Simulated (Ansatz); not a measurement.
Li (10 atoms in the cell), run with Ansatz.

```
crystal:
  lattice:
    - [7.6193009447, -2.6498232239, 0.0]
    - [7.6193009447, 2.6498232239, 0.0]
    - [0.0, 0.0, 5.0089622022]
  atoms:
    - { symbol: Li, position: [0.9348198966, 0.2651824484, 0.25] }
    - { symbol: Li, position: [0.0651801034, 0.7348175516, 0.75] }
    - { symbol: Li, position: [0.2651824484, 0.9348198966, 0.75] }
    - { symbol: Li, position: [0.7348175516, 0.0651801034, 0.25] }
    - { symbol: Li, position: [0.334844091, 0.665155909, 0.25] }
    - { symbol: Li, position: [0.665155909, 0.334844091, 0.75] }
    - { symbol: Li, position: [0.5348821437, 0.8650629616, 0.25] }
    - { symbol: Li, position: [0.4651178563, 0.1349370384, 0.75] }
    - { symbol: Li, position: [0.8650629616, 0.5348821437, 0.75] }
    - { symbol: Li, position: [0.1349370384, 0.4651178563, 0.25] }
basis:
  ecutwfc: 420
kpoints:
  mp_grid: { grid: [8, 8, 8] }
hamiltonian:
  xc: pbe
scf:
  occupations: { method: gaussian, width: 0.1 }
  mixing: { algorithm: broyden, beta: 0.95, ndim: 1, preconditioner: none }
  max_iter: 75
output:
  forces: true
  eigenvalues: true
  stress: true
```

Launched with:
```bash
ansatz run input.yaml --threads 1 --pin off --max-ram 2560MiB --backend cpu --events-out ev --progress --plain --runs-dir out
```

**Will this run converge, and how?**

The run converged; it took 4 iterations. The residual comes down, with one marked jump up, by a factor of about 15, at step 3. The input holds an odd setting (mixing far too strong). The SCF closed; whether the result suffers can't be told from this run alone.

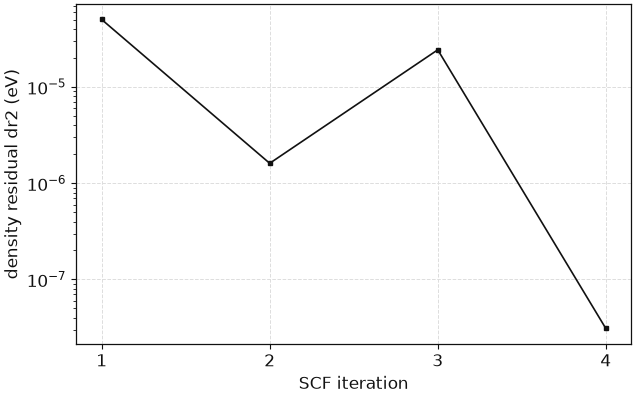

SCF iterations of a calculation: density residual dr2. The starting density is a sum of atomic densities corrected by a trained network, so the first residual is already small.
